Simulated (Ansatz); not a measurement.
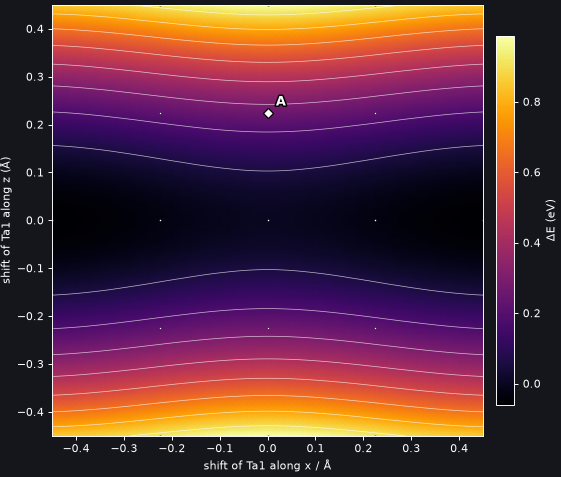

Ta (P6_3/mmc, No. 194; 2 atoms in the cell). Atom Ta1 is moved over a plane while all other atoms and the cell stay fixed (its periodic images move with it) (x along [1 0 0], y along [1 2 0], z along [0 0 1] of the conventional cell). First axis: shift of Ta1 along x. Second axis: shift of Ta1 along z. The scan uses a 5 × 5 grid; 9 points were computed and 16 follow by symmetry. Energies are in eV per cell, from the undisplaced cell. The reference cell is the one listed in the database, not relaxed at this level. These are results of DFT PBEsol, scalar-relativistic, plane waves, PAW (Ansatz), not measurements. Settings: cutoff 420 eV, k-mesh 18×18×10 in the order of the run's cell vectors, gaussian smearing 0.15 eV, no spin polarisation.

The picture shows a smooth colour map with a few white contour lines, dots at the grid points, the point A. Between grid points the surface is interpolated.

Is A at rest? If not, where is it pushed?

Answer. A, at shift of Ta1 along x = 0.000 Å, shift of Ta1 along z = 0.225 Å, is not a stationary point. The computed force is 2.3 eV/Å in the plane, pointing down in the picture (components 0.0 and −2.3 eV/Å).
